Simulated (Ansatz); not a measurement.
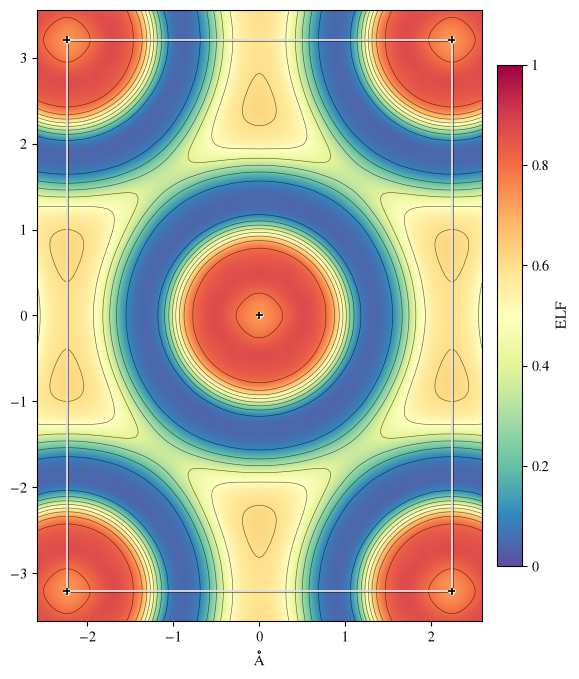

The ELF on a plane through atoms (crosses mark nuclei in the plane).

Method: DFT r2SCAN, scalar-relativistic, plane waves, PAW (Ansatz 0.2.0).

Candidates:
A. Ca, a = 4.48 Å, b = 4.48 Å, c = 4.59 Å, α = 90.00°, β = 90.00°, γ = 90.00°. Space group I4/mmm; changed on purpose from its base cell (strain +0.000 along x and y, +0.025 along z, atoms carried along).
B. Nb, a = 2.75 Å, b = 2.75 Å, c = 4.40 Å, α = 90.00°, β = 90.00°, γ = 90.00°. Space group I4/mmm; changed on purpose from its base cell (strain -0.080 along x and y, +0.040 along z, atoms carried along); computed pressure about 21 GPa in this cell; computed without spin polarisation.

**Which system is this?**

Candidate A: Ca on the (101) plane of the conventional cell, which holds Ca. Ca–Ca (3.91 Å): the ELF is about 0.35 at the midpoint; no shared electron pair shows on this line.
